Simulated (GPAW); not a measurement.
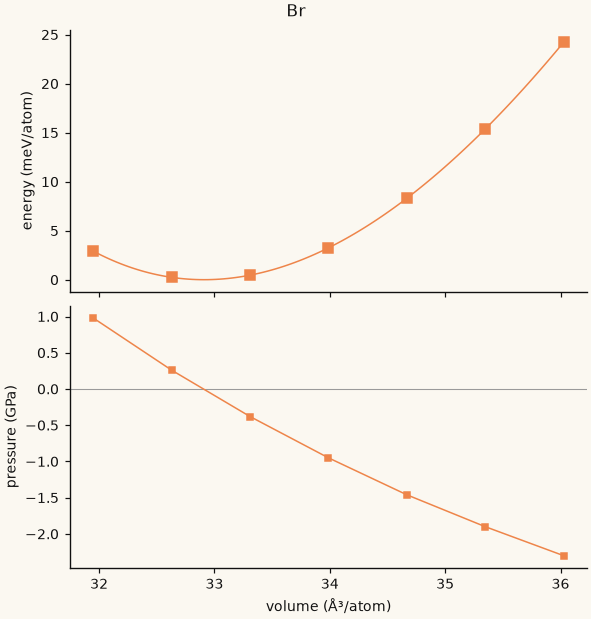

The picture above shows the energy and pressure against volume for Br, space group Cmce (No. 64).

Cell as given: a = 4.087 Å, b = 4.087 Å, c = 8.702 Å, α = 90.00°, β = 90.00°, γ = 69.26°; 4 atoms.

Method: PAW DFT in plane waves, on a grid or in atomic orbitals, no spin polarisation; energies at scaled volumes of the given cell, shape and fractions fixed, counted from the fit's minimum, third-order Birch-Murnaghan fit (GPAW 26.7.0). Level: LDA.

- k mesh: 6×6×3
- occupations: Fermi–Dirac
- smearing width: 0.05 eV
- potentials: GPAW PAW data sets (gpaw data 1.2.1)
- wave cutoff: 600 eV
- program settings: basis pw

The numbers behind the figure:

| volume (Å³/atom) | energy (meV/atom) | pressure (GPa) |
| --- | --- | --- |
| 31.95 | 2.92 | 0.98 |
| 32.63 | 0.24 | 0.26 |
| 33.31 | 0.46 | −0.38 |
| 33.99 | 3.25 | −0.95 |
| 34.67 | 8.32 | −1.46 |
| 35.35 | 15.39 | −1.90 |
| 36.03 | 24.25 | −2.30 |

Limits of the calculation: shape and atomic fractions are frozen while scaling, which makes layered, chain and framework solids too stiff.
